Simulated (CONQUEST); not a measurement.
## Energy of PbTe along an even scaling of the cell

System: PbTe (Fm-3m, 4 atoms in the cell).
Method: Kohn-Sham DFT of a periodic cell, PBEsol, PseudoDojo NC PBEsol, no spin polarisation (CONQUEST 1.3).

The 7 runs differ only in the geometry, by an even scaling of the cell at fixed fractional positions. The structure derives from an entry of the Crystallography Open Database.

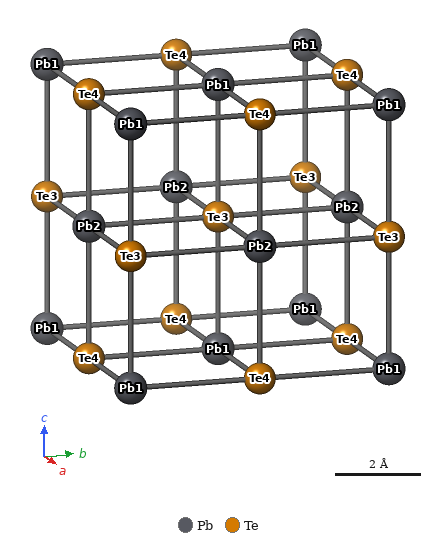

Figure 1. The structure of run 4 (ball-and-stick view of the cell 2 times as large as that of the calculation, set on its symmetry axes, seen slightly off an axis; atoms are numbered from 1 in the order of the input).

### Input of run 4
```
IO.Title TePb
IO.Coordinates coords.dat
IO.FractionalAtomicCoords T
IO.Iprint 2
IO.Iprint_init 1
General.NumberOfSpecies 2
General.PseudopotentialType hamann
AtomMove.TypeOfRun static
AtomMove.FullStress T
Grid.PointsAlongX 48
Grid.PointsAlongY 48
Grid.PointsAlongZ 64
DM.SolutionMethod diagon
Diag.MPMesh T
Diag.GammaCentred T
Diag.MPMeshX 6
Diag.MPMeshY 6
Diag.MPMeshZ 4
Diag.kT 0.00183747
minE.SCTolerance 1e-6
SC.MaxIters 100
IO.AtomChargeOutput T
%block ChemicalSpeciesLabel
1 207.200 Pb
2 127.600 Te
%endblock
```

Command:
```bash
Conquest
```

Lattice vectors (Å) and fractional positions of run 4:
```
   4.569324    0.000000    0.000000
   0.000000    4.569324    0.000000
   0.000000    0.000000    6.462000
Pb  0.000000  0.000000  0.000000
Pb  0.500000  0.500000  0.500000
Te  0.000000  0.000000  0.500000
Te  0.500000  0.500000  0.000000
```

Run 3 has the same physical settings and fractional positions; its lattice vectors (Å) are:
```
   4.538656    0.000000    0.000000
   0.000000    4.538656    0.000000
   0.000000    0.000000    6.418630
```

### Results, with one run withheld

| run | volume per atom (Å³) | free energy per atom, from the lowest run given (meV) | pressure (GPa) | gap on the mesh (eV) |
| --- | --- | --- | --- | --- |
| 1 | 31.706 | 17.27 | 3.05 | 0.61 |
| 2 | 32.380 | 6.91 | 1.84 | 0.66 |
| 3 | 33.055 | ? | ? | ? |
| 4 | 33.730 | 0.00 | −0.18 | 0.74 |
| 5 | 34.404 | 2.44 | −0.95 | 0.78 |
| 6 | 35.079 | 7.89 | −1.70 | 0.81 |
| 7 | 35.753 | 16.48 | −2.40 | 0.84 |

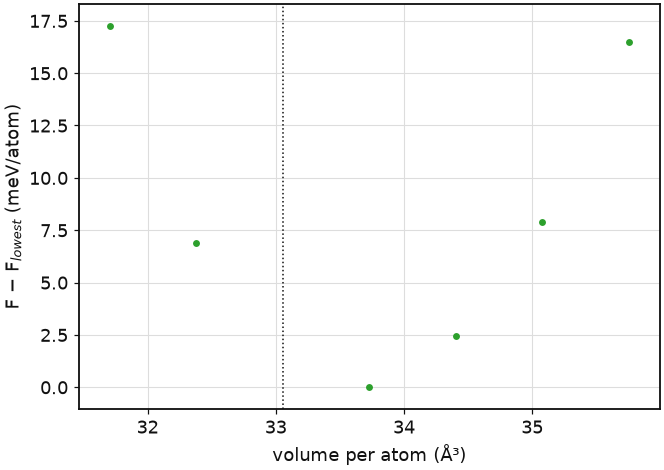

Figure 2. Free energy per atom of the runs given; the dotted line marks run 3.

What should run 3 give?

A cubic polynomial in V^(−2/3) (the Birch–Murnaghan form), fitted to the 6 runs given, misses them by at most 0.09 meV per atom. With x = V^(−2/3) − 0.09567 Å⁻², it reads F = 0.082095 − 729.33 x + 1.137e+06 x² + 8.094e+06 x³ (meV per atom). At run 3 it gives 1.36 meV per atom, and the run itself gives 1.34. The slope of the fit gives a pressure −dF/dV of 0.80 GPa there, and the run prints 0.88 GPa. The two needn't agree exactly: the fit is approximate, and the printed stress is taken on a finite basis. The fit has its minimum at 33.625 Å³ per atom, where V d²F/dV² gives 44.7 GPa: the bulk modulus at this level, since symmetry fixes the shape and the positions. The gap on the mesh goes, without turning, from 0.61 eV in run 1 to 0.84 eV in run 7; run 3 has 0.70 eV. These are gaps of this functional on this mesh, which can miss the band edges; they aren't the measured gap.

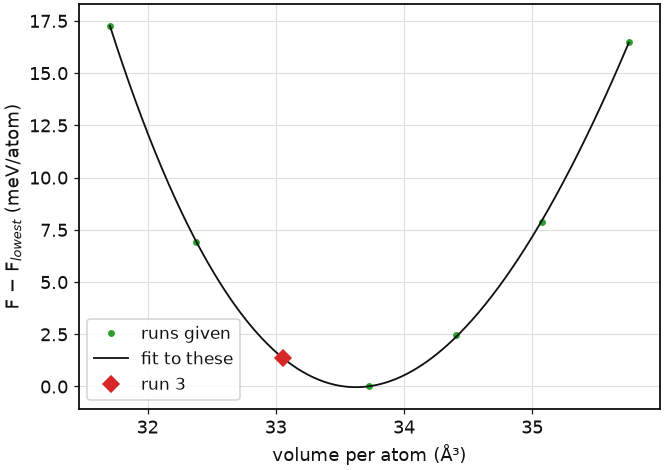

Figure 3. The fit and the withheld run.

### Some lines of the output (run 3)
```
[...]
          DFT Total Energy                 :      -349.890437771074801 Ha
          Free Energy (E-TS)               :      -349.905727679304960 Ha
          DFT Total Energy                 :      -349.904361014252117 Ha
          Free Energy (E-TS)               :      -349.905015749981374 Ha
          DFT Total Energy                 :      -349.904925410223484 Ha
          Free Energy (E-TS)               :      -349.904959547561759 Ha
          DFT Total Energy                 :      -349.904957556118802 Ha
          Free Energy (E-TS)               :      -349.904959512877724 Ha
          DFT Total Energy                 :      -349.904958050983737 Ha
          Free Energy (E-TS)               :      -349.904959558677888 Ha
          DFT Total Energy                 :      -349.904958074565002 Ha
      | Free Energy as E-TS      =      -349.904959558677888 Ha
      |* DFT total energy        =      -349.904958074565002 Ha
    force: Average pressure:      0.88432083 GPa
```

Notes: Spin–orbit coupling is left out, which matters for Pb. With a small basis of atomic orbitals these values can differ much from converged plane-wave results.
